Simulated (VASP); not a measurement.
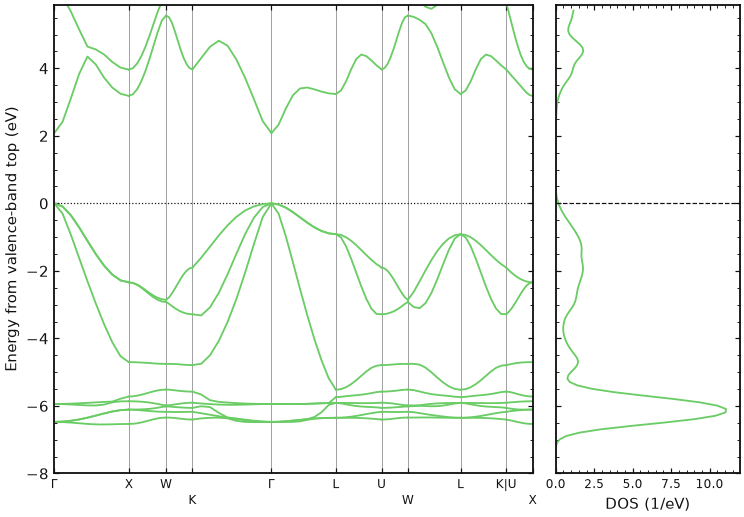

Band structure and density of states. Energies are counted from the top of the valence band. The DOS curve is built from the levels of the k mesh with Gaussians 0.55 eV wide, which also blur the band edges; ripples of that width can come from the mesh.

System: zincblende ZnS, space group F-43m (No. 216), 2 atoms in the primitive cell.

```
Zn S
1.0
     0.00000    2.68040    2.68040
     2.68040    0.00000    2.68040
     2.68040    2.68040    0.00000
Zn S
1 1
Direct
  0.00000 0.00000 0.00000
  0.75000 0.75000 0.75000
```

Level of theory: PBEsol, VASP PAW PBE potentials, release 64 (Zn, S), no spin polarisation, no spin-orbit coupling, 10×10×10 k mesh, 520 eV cutoff, Gaussian smearing of 0.02 eV; code VASP.

Question: Is there a gap? Give its size, its kind and where the band edges lie.

Answer: The bands leave a gap. The gap along this path is 2.08 eV and direct: both edges lie at Γ.

Question: How many bands meet at the valence-band top?

Answer: Three bands meet at the valence-band top at Γ: it is triply degenerate (spin aside).

Question: How much do the top valence band and the lowest conduction band disperse along the path?

Answer: The top valence band spans 2.9 eV and the lowest conduction band 3.5 eV.

The PAW data sets were made with another functional. LDA, GGA and most meta-GGA functionals understate gaps. The cell was derived from a database entry in an earlier step, so it needn't be the measured one.
